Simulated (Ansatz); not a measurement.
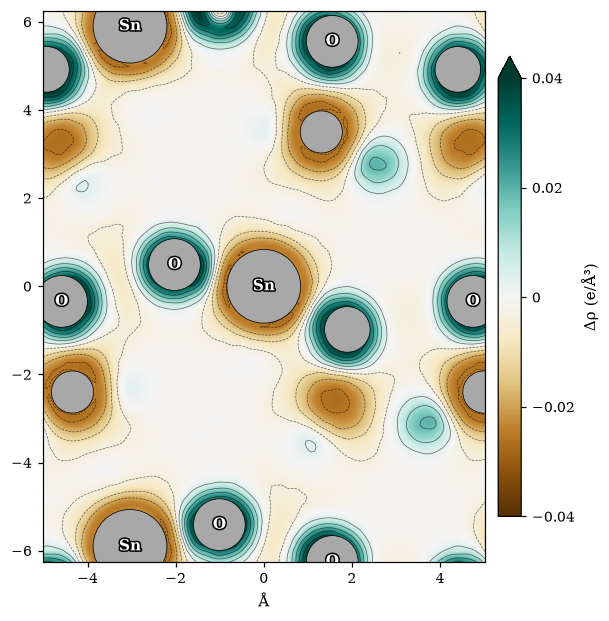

SnO$_{2}$. Difference of the valence pseudo-densities of two functionals at the same geometry, on the (011̄) plane of the calculation cell: one of LDA and r2SCAN less the other.

Both computed with Ansatz (plane waves, PAW), on the same k-point mesh. Grey discs cover the atomic cores.

```xyz
24
Lattice="9.3347 0.0000 0.0000 0.0000 3.2246 0.0000 0.0000 0.0000 11.3536" Properties=species:S:1:pos:R:3 pbc="T T T"
Sn    3.8519    2.4184    6.8428
Sn    0.8155    0.8061    1.1660
Sn    8.5192    2.4184   10.1875
Sn    5.4828    0.8061    4.5108
Sn    5.1568    0.8061   10.0254
Sn    4.1779    2.4184    1.3281
Sn    0.4894    0.8061    7.0049
Sn    8.8453    2.4184    4.3486
O     8.5971    2.4184    6.4857
O     0.7375    0.8061    4.8678
O     3.9298    2.4184   10.5446
O     5.4049    0.8061    0.8089
O     0.3133    2.4184    2.4284
O     9.0214    0.8061    8.9251
O     4.9806    2.4184    3.2484
O     4.3541    0.8061    8.1052
O     5.7473    2.4184    5.8251
O     3.5874    0.8061    5.5285
O     1.0799    2.4184   11.2053
O     8.2547    0.8061    0.1483
O     7.5102    0.8061    3.9987
O     1.8245    2.4184    7.3548
O     6.4918    2.4184    9.6755
O     2.8429    0.8061    1.6781
```

Question: Which was subtracted from which, and what does the map show?

Answer: It is r2SCAN less LDA. Against LDA, r2SCAN gives less density around Sn (−0.021 e/Å³ on average at 1.0 Å from the nucleus), more density around O (+0.023 e/Å³ on average at 0.7 Å from the nucleus) and a change of −0.016 e/Å³ at the midpoint of Sn–O.
